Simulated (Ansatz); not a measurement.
System: Hf, space group Fm-3m (No. 225).

The given structure:
```
CELL_PARAMETERS angstrom
0.00000 2.22000 2.22000
2.22000 0.00000 2.22000
2.22000 2.22000 0.00000
ATOMIC_POSITIONS crystal
Hf 0.00000 0.00000 0.00000
```

How it was computed, with Ansatz 0.2.0: biaxial strain in the xy plane and strain along z of a crystal, fractional coordinates fixed, by plane-wave density functional theory with PAW datasets, free energies less that of the undisturbed cell. Level: r2SCAN, no spin polarisation.

- wave cutoff: 500 eV
- k mesh: 18×18×18
- occupations: Gaussian
- smearing width: 0.15 eV
- k shift: (0, 0, 0) (mesh steps)
- start: as given

Describe the result: the map of the energy change over strain zz and strain xx = yy. The grid: strain zz −0.08, −0.04, 0, 0.04, 0.08 ; strain xx = yy −0.08, −0.04, 0, 0.04, 0.08.

At the origin the energy is lower than all eight neighbouring grid points, so a minimum lies at or close to the given structure. The energy change is least, 0 meV/atom, at strain zz of 0 and strain xx = yy of 0 (and at symmetry-related or equal points), and largest, 603 meV/atom, at strain zz of −0.08 and strain xx = yy of −0.08. Near the origin the softest direction lies along strain zz, turned by about 24° so that strain xx = yy takes the opposite sign; the curvature across the valley is 8.2 times that along it.

Energy change (meV/atom); rows strain xx = yy, columns strain zz:
```csv
,-0.08,-0.04,0,0.04,0.08
-0.08,603,426,296,207,154
-0.04,279,161,85,46,37
0,99,32,0,1,30
0.04,34,12,19,54,115
0.08,63,81,124,190,279
```

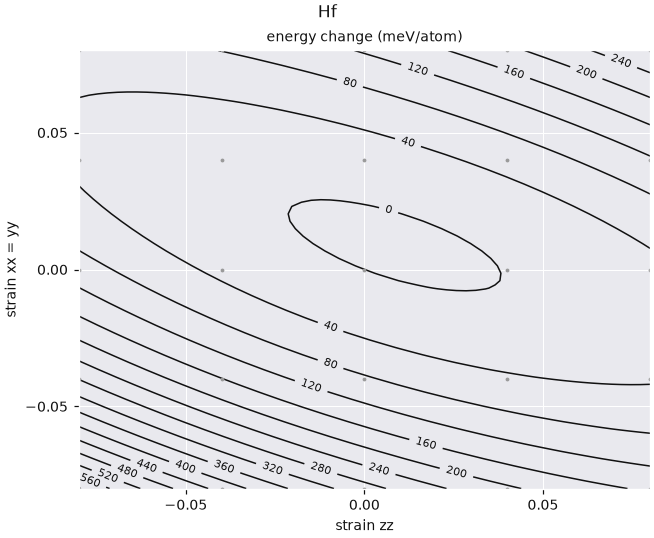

Caveats: reference crystal is not relaxed.
